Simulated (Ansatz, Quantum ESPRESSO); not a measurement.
# Evanescent states of GaP, zinc blende type, lattice constant set to 5.29 Å, part 4 of 4

How good a tunnel barrier is GaP, zinc blende type, lattice constant set to 5.29 Å?

Quantum ESPRESSO 7.5; plane-wave DFT, PBE, SG15 norm-conserving pseudopotentials; cross-check by Ansatz 0.2.0 with PAW datasets.

So far. Step 2 (SCF with pw.x): The run needed 9 iterations to bring the estimated error under 1e-09 Ry. Step 5 (Complex bands with pwcond.x, with ikind = 1): The message: “do_cond (1): different cut-offs on left lead and scattering region”. ikind = 1 needs a scattering region, which this input doesn't give; ikind = 0 solves the crystal alone.

### Step 6. Cross-check with Ansatz

As a check, the same structure is run in Ansatz.

Level of this step: plane-wave DFT, PBE, Ansatz PAW (Ansatz 0.2.0).

File input.yaml:

```yaml
crystal:
  lattice:
    - [3.7405948725, 0.0, 0.0]
    - [0.0, 3.7405948725, 0.0]
    - [0.0, 0.0, 5.29]
  atoms:
    - { symbol: Ga, position: [0.0, 0.0, 0.0] }
    - { symbol: P, position: [0.5, 0.0, 0.25] }
    - { symbol: Ga, position: [0.5, 0.5, 0.5] }
    - { symbol: P, position: [0.0, 0.5, 0.75] }
kpoints:
  mp_grid: { grid: [6, 6, 6] }
hamiltonian:
  xc: pbe
scf:
  occupations: { method: fixed }
  convergence: { dr2_threshold: 1.0e-09 }
output:
  transmission:
    leads: [[0, 0]]
    kpoints: [[0, 0], [0.5, 0], [0.5, 0.5], [0.25, 0]]
    e_range: [-1.92, 4.48]
    de: 0.16
```

Launch:

```sh
$ ansatz run input.yaml --threads 2 --pin off --max-ram 4096MiB --backend cpu --events-out ev --progress --plain --runs-dir out
```

Numbers of over 12 decimals in the logs are rounded to 6 here.

The log of the run:

```text
Engine: ansatz 0.2.0, aarch64-unknown-linux-gnu
Pseudopotentials: kind: paw
Pseudopotential: Ga, paw, valence charge 13, recommended cutoff 420 eV (normal), Ga.paw.azcp
Pseudopotential: P, paw, valence charge 5, recommended cutoff 420 eV (normal), P.paw.azcp
Functional definition: PBE
  parameter kappa = 0.804
  parameter beta = 0.066725
  exchange = pbe_x(kappa = kappa, mu = beta*pi^2/3)
  correlation = pbe_c(beta = beta)
Crystal: 4 atoms, lattice volume = 74.018 Å³
Basis set: ecut = 420 eV, 1465 PW (Γ)
Bands: 22, of which v1, the nominal top of the filled ones, is band 18 counted from 1 (17 counted from 0)
Symmetry: 16 space group operations
Space group: F-43m (ITA 216), of the structure as read, at distance tolerance 4.2e-5 Å
k-points: 40 of 216 (time reversal used)
Non-local potential: Ga, projectors of the file, l = 0: 2, l = 1: 2, l = 2: 3, l = 3: 1
Non-local potential: P, projectors of the file, l = 0: 2, l = 1: 2, l = 2: 2
PAW form: soft (Blöchl's): semilocal exchange-correlation on the pseudo side does not see the compensation charge
PAW one-centre angular grid: Ga, 590 points (default); XC on 64 Gauss nodes
PAW one-centre angular grid: P, 110 points (default); XC on 64 Gauss nodes
Initial density: superposition of atomic densities (neutral atoms: chi_scale 0, normalization atom), corrected by the library's trained network
Initial wavefunctions: pseudopotential atomic-orbital guess
Functional: x = pbe(κ = 0.804, μ = 0.219515), c = pbe(β = 0.066725)
SCF iter   1: F=—  HF=-9078.792976 eV  |F-HF|=—  |Δ(HF+E_count)|=         —  Δρ=1.31e-3  dr2=1.82e-3  ethr=1.77e-3  ⟨swp⟩=4.9  Hψ=3718  notcnv=0  defer=73
preconditioner: auto → Resta (q_TF=auto, 2.419 Å⁻¹)  ε∞=4.3  [insulator: Δε(μ)=1.409 eV  Ē_g=14.260 eV  n_scr=20 (ndim 8)  ℏωp=25.9 eV  f_vac=0.004  ε∞_Penn≈4.3]
SCF iter   2: F=—  HF=-9078.789132 eV  |F-HF|=—  |Δ(HF+E_count)|=   3.84e-3  Δρ=1.20e-3  dr2=6.45e-4  ethr=5.05e-6  ⟨swp⟩=2.8  Hψ=2090  notcnv=0  defer=80
SCF iter   3: F=—  HF=-9078.789008 eV  |F-HF|=—  |Δ(HF+E_count)|=   1.24e-4  Δρ=4.45e-4  dr2=1.57e-4  ethr=1.79e-6  ⟨swp⟩=2.0  Hψ=1687  notcnv=0  defer=80
SCF iter   4: F=—  HF=-9078.789051 eV  |F-HF|=—  |Δ(HF+E_count)|=   4.28e-5  Δρ=1.80e-4  dr2=3.91e-5  ethr=4.36e-7  ⟨swp⟩=2.1  Hψ=1020  notcnv=0  defer=61
SCF iter   5: F=—  HF=-9078.789067 eV  |F-HF|=—  |Δ(HF+E_count)|=   1.63e-5  Δρ=1.06e-4  dr2=6.67e-6  ethr=1.09e-7  ⟨swp⟩=2.0  Hψ=1186  notcnv=0  defer=56
SCF iter   6: F=—  HF=-9078.789071 eV  |F-HF|=—  |Δ(HF+E_count)|=   4.31e-6  Δρ=3.01e-5  dr2=3.73e-7  ethr=1.85e-8  ⟨swp⟩=2.0  Hψ=1597  notcnv=0  defer=56
SCF iter   7: F=—  HF=-9078.789070 eV  |F-HF|=—  |Δ(HF+E_count)|=   8.95e-7  Δρ=6.58e-6  dr2=1.62e-8  ethr=1.04e-9  ⟨swp⟩=3.0  Hψ=1621  notcnv=0  defer=58
SCF iter   8: F=—  HF=-9078.789070 eV  |F-HF|=—  |Δ(HF+E_count)|=   8.34e-9  Δρ=1.89e-6  dr2=1.39e-9  ethr=4.51e-11  ⟨swp⟩=2.1  Hψ=1168  notcnv=0  defer=60
SCF iter   9: F=-9078.789070 eV  HF=-9078.789070 eV  |F-HF|=1.27e-11  |Δ(HF+E_count)|=  3.46e-10  Δρ=9.85e-8  dr2=7.76e-12  ethr=2.78e-12  ⟨swp⟩=6.6  Hψ=3623  notcnv=0
SCF 1 converged in 9 iterations: F = -9078.789070 eV  dr2 = 7.76e-12
  greatest PAW one-centre occupation: 0.994 electrons in one spin orbital (limit 2), on the Ga atom at site 2 (counted from 0), in its partial waves of l = 2
transmission: 9 of 36 steps passed
transmission: 18 of 36 steps passed
transmission: 27 of 36 steps passed
transmission: 36 of 36 steps passed
SCF converged after 9 iterations
Free energy (F): -9078.789070 eV
Harris-Foulkes:  -9078.789070 eV  (|F-HF|=1.27e-11)
Internal energy: -9078.789070 eV  (E = F + TS)
E sigma→0 (E₀):  -9078.789070 eV
Fermi energy:    8.278380 eV
--- Per-component energies (eV) ---
  E_band       = -82.208158
  E_kinetic    = 378.683870
  E_local      = -4279.159885  (includes V_loc(G=0)·N_el)
  E_nonlocal   = 917.626264
  E_hartree    = 1988.863720
  E_xc         = -264.652896
  E_vxc        = -242.123267  (∫ρ·V_xc dr)
  E_paw        = -5115.208023  (= ΣΔE_a)
  E_vpaw       = -834.962372  (= ΣTr[D̂ρ^β])
  E_aug_tail   = -0.000243  (compensation charges beyond the density's cutoff)
  E_ewald      = -2704.941878
  E_smearing   = -0.000000  (= −TS)
  E_closure    = 0.000000  (closes the sum)
  Σ components = -9078.789070   (vs F -9078.789070, Δ=0.00e0)
--- Band table (eV; the first three rows and the last of 40) ---
  k-point 0: bands = [... 14 lower, 5.2634, 8.2776, 8.2784, 8.2784, 9.7277, 9.9909, 10.8609, 12.1221]
  k-point 1: bands = [... 14 lower, 5.3922, 7.4789, 7.8972, 7.8972, 9.6976, 10.3563, 11.5113, 11.8758]
  k-point 2: bands = [... 14 lower, 5.7703, 6.0578, 7.1295, 7.1295, 9.8894, 11.0143, 11.1458, 12.5821]
  k-point 39: bands = [... 14 lower, 4.2557, 4.2557, 4.3971, 4.3971, 12.9877, 12.9877, 13.5191, 13.5191]
--- Transmission ---
  basis      : 121 plane waves across, 9 finite elements along
  points     : 4, as listed
  energies   : 41 from -1.920000 to 4.480000 eV about the Fermi level, 0.160000 eV apart; the leads are filled to 0.709593 eV, and channels, transmission and decay are at 0.640000 eV
  crystal 0  : P2Ga2, at the sites [0, 0], period 5.2900 Å: whole cells are its period
    offset         : up to 0.0000 Å between an atom of the period and one for which it stands
    channels       : 0.000000e0 a spin
    conductance    : none, the energies end too early or step too widely for 300 K: set another output.transmission.e_range or a lower de, or, where they end at an eighth of basis.ecutwfc, a higher one
    slowest decay  : 0.1339 /Å at (0.0000, 0.0000)
```

Wall time 27 s (2 threads of Arm Neoverse V2, shared host); peak memory 0.4 GiB.

Read from the output:

```
free energy                                      : -9078.7891 eV
gap by band count                                : 1.419 eV
symmetry operations                              : 16
slowest decay at the grid energy nearest mid-gap : 0.1339 Å⁻¹
peak of the smallest κ at the zone centre        : 0.1553 Å⁻¹
peak of the smallest κ at (1/2, 0)               : 0.1978 Å⁻¹
peak of the smallest κ at (1/4, 0)               : 0.2043 Å⁻¹
valence top, on the run's zero                   : 8.278 eV
```

K across = (0, 0) in the cell's reciprocal vectors; values within 0.0025 1/Å of each other count once, columns are sorted by size at each energy, a dash where no further value was kept. Table of Im kz of the slowest decaying states by energy, zero at the highest filled level of the SCF mesh:

| energy (eV) | decay 1 (Å⁻¹) | decay 2 (Å⁻¹) | decay 3 (Å⁻¹) |
| --- | --- | --- | --- |
| -1.92 | 0.916 | - | - |
| -1.60 | 0.869 | - | - |
| -1.12 | 0.795 | - | - |
| -0.80 | 0.743 | - | - |
| -0.48 | 0.687 | - | - |
| 0.00 | 0.00364 | 0.595 | - |
| 0.32 | 0.102 | 0.159 | 0.525 |
| 0.64 | 0.134 | 0.211 | 0.444 |
| 1.12 | 0.154 | 0.252 | 0.279 |
| 1.44 | 0.154 | 0.265 | 1.43 |
| 1.92 | 0.136 | 0.269 | 1.39 |
| 2.24 | 0.107 | 0.262 | 1.36 |
| 2.56 | 0.0295 | 0.248 | 1.34 |
| 3.04 | 0.211 | 1.30 | - |
| 3.36 | 0.0355 | 0.171 | 1.28 |
| 3.68 | 0.103 | 1.25 | 1.44 |
| 4.16 | 0.169 | 1.21 | 1.38 |
| 4.48 | 0.0757 | 0.225 | 1.18 |

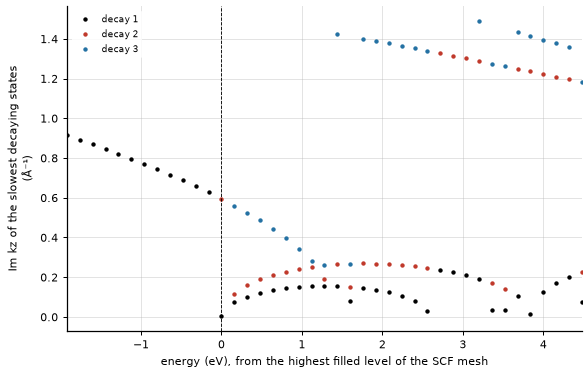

Im kz of the slowest decaying states, plotted against energy.

K across = (0, 0) in the cell's reciprocal vectors. Re kz of states that move upwards against energy, zero at the highest filled level of the SCF mesh:

```
energy (eV)  channel 1 (Å⁻¹)  channel 2 (Å⁻¹)  channel 3 (Å⁻¹)  channel 4 (Å⁻¹)
     -1.440           -0.469           -0.469           -0.291                -
     -0.960           -0.349           -0.349           -0.222                -
     -0.480           -0.226           -0.226           -0.146                -
      0.000                -                -                -                -
      0.480                -                -                -                -
      0.960                -                -                -                -
      1.440          -0.0494            0.246                -                -
      1.920            0.142            0.539                -                -
      2.560           -0.445            0.328                -                -
      3.040           -0.311            0.150            0.431                -
      3.520            0.525                -                -                -
      4.000           -0.566            0.105            0.105            0.306
```

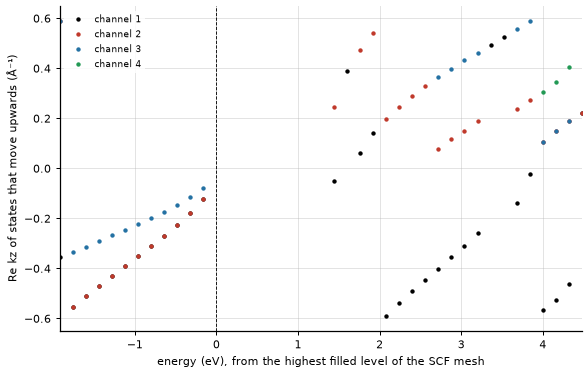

Re kz of states that move upwards, plotted against energy.

K across = (1/2, 0) in the cell's reciprocal vectors; values within 0.0025 1/Å of each other count once, columns are sorted by size at each energy, a dash where no further value was kept. Table of Im kz of the slowest decaying states by energy, zero at the highest filled level of the SCF mesh:

```csv
energy (eV),decay 1 (Å⁻¹),decay 2 (Å⁻¹),decay 3 (Å⁻¹)
-1.440,0.315,1.14,-
-0.960,0.114,0.465,1.08
-0.480,0.169,0.585,1.02
0.000,0.193,0.626,0.960
0.480,0.198,0.636,0.894
0.960,0.185,0.630,0.824
1.440,0.148,0.611,0.749
1.920,0.0362,0.582,0.667
2.560,0.529,0.535,-
3.040,0.394,0.476,-
3.520,0.214,0.409,-
4.000,0.207,0.320,-
```

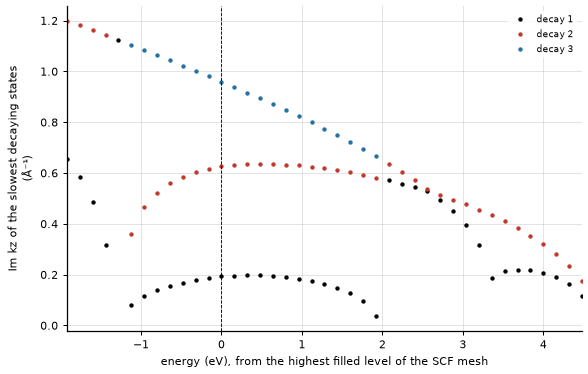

Im kz of the slowest decaying states against energy.

K across = (1/2, 1/2) in the cell's reciprocal vectors; values within 0.0025 1/Å of each other count once, columns are sorted by size at each energy, a dash where no further value was kept. Im kz of the slowest decaying states against energy, zero at the highest filled level of the SCF mesh:

```
energy (eV)  decay 1 (Å⁻¹)  decay 2 (Å⁻¹)
      -1.92          0.277          0.280
      -1.44          0.298              -
      -0.96          0.299          0.303
      -0.48          0.287          0.296
       0.00          0.264          0.278
       0.48          0.227          0.248
       0.96          0.168          0.203
       1.60         0.0822              -
       2.08              -              -
       2.56              -              -
       3.04              -              -
       3.52              -              -
       4.00              -              -
       4.48              -              -
```

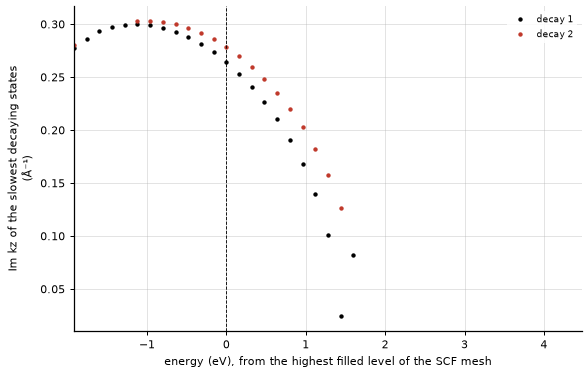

Im kz of the slowest decaying states against energy.

K across = (1/4, 0) in the cell's reciprocal vectors; values within 0.0025 1/Å of each other count once, columns are sorted by size at each energy, a dash where no further value was kept. Table of Im kz of the slowest decaying states by energy, zero at the highest filled level of the SCF mesh:

```csv
energy (eV),decay 1 (Å⁻¹),decay 2 (Å⁻¹),decay 3 (Å⁻¹)
-1.92,0.0963,0.996,1.36
-1.60,0.0437,0.952,1.33
-1.12,0.883,1.28,1.33
-0.80,0.836,1.24,1.30
-0.48,0.115,0.787,1.21
0.00,0.174,0.216,0.708
0.32,0.193,0.296,0.652
0.64,0.203,0.347,0.590
1.12,0.202,0.398,0.484
1.44,0.191,0.398,0.419
1.92,0.154,0.201,0.439
2.24,0.103,0.444,0.855
2.56,0.442,0.806,0.843
3.04,0.0826,0.426,0.730
3.36,0.139,0.400,0.680
3.68,0.0648,0.151,0.355
4.16,0.0674,0.119,0.220
4.48,0.384,0.547,0.771
```

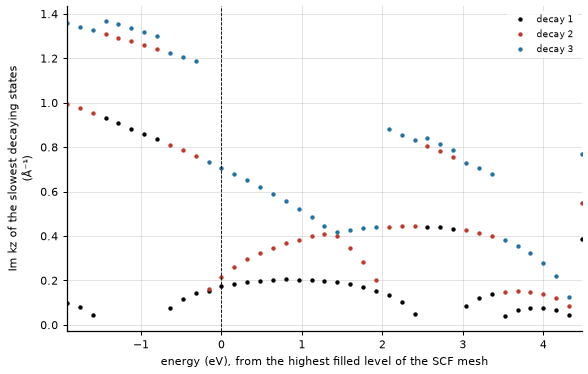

Im kz of the slowest decaying states against energy.

### Step 7. The arithmetic

T falls as exp(−2κd). With κ = 0.138 1/Å, 10 Å of barrier pass exp(−2 × 0.138 × 10) = 0.063 of that channel, interfaces aside.

### Step 8. What came out

```yaml
gap_on_the_scf_mesh: 1.43 eV
smallest_kappa_at_mid_gap_among_the_four_k_points_at_the_zone_centre: 0.138 Å⁻¹
peak_of_the_smallest_kappa_in_the_stop_band_at_the_zone_centre: 0.155 Å⁻¹
peak_of_the_smallest_kappa_in_the_stop_band_at_1_over_2_0: 0.198 Å⁻¹
peak_of_the_smallest_kappa_in_the_stop_band_at_1_over_4_0: 0.204 Å⁻¹
energy_of_the_peak_at_the_zone_centre_over_the_highest_filled_level: 1.28 eV
peak_at_the_zone_centre_by_ansatz: 0.155 Å⁻¹
```

What this shows: With a gap of 1.43 eV on the mesh, the smallest κ at mid-gap among the four k points, at the zone centre is 0.138 Å⁻¹ (PBE, SG15 norm-conserving). For a barrier with the Fermi level at mid-gap the slowest state found, at the zone centre, loses a factor of ten in probability every 8.3 Å or so. Stop bands away from the zone centre are mostly wider than the gap, so their peaks can lie above the conduction bottom. At the zone centre pwcond's peak is 0.155 and Ansatz's 0.155 1/Å, 0 % apart. The cell is the a/√2 one, turned by 45°, with two primitive cells, so X along [001] folds onto kz = 0. A semilocal gap is too small, often by a third to a half and by more in narrow-gap crystals, so real barriers decay faster. Spin-orbit coupling is left out; depending on the atoms that carry the levels of interest, it can split and shift them by some tens of meV.

[Logs are printed without paths, hosts, clocks, repeated set-up lines and the standing remarks that a program may print on its own settings, such as how far it seeks lower states.]

[Hosts, paths, dates, database ids (printed as entryN), source tags and the programs' standing remarks are cut or masked in the printed files.]

[Maps of the electrostatic potential energy from Ansatz leave out the sawtooth potential of an applied field or a dipole correction, so their vacuum need not be flat; planar profiles and work functions include it.]
